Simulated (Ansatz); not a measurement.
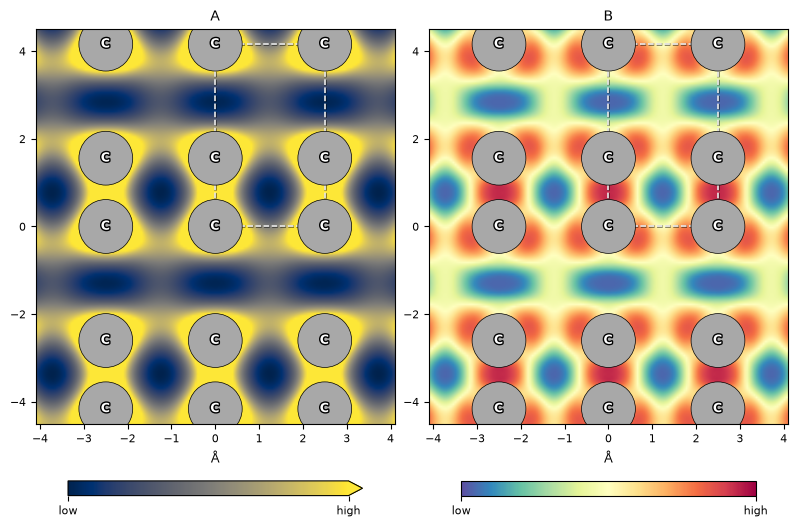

C: 2 fields on the (010) plane of the conventional cell, with unlabelled colour scales. Grey discs cover the atomic cores.

Space group P6₃/mmc; a generated structure, not necessarily the stable one.

Theory: DFT PBEsol, scalar-relativistic, plane waves, PAW in Ansatz.

Which field does each panel show? The fields are: electron localisation function and valence pseudo-density.

Answer. Panel A: valence pseudo-density. Panel B: electron localisation function. From the grid: C–C (1.56 Å): ρ is about 1.6 e/Å³ halfway; the ELF peaks at about 0.95 between the atoms: a shared electron pair.
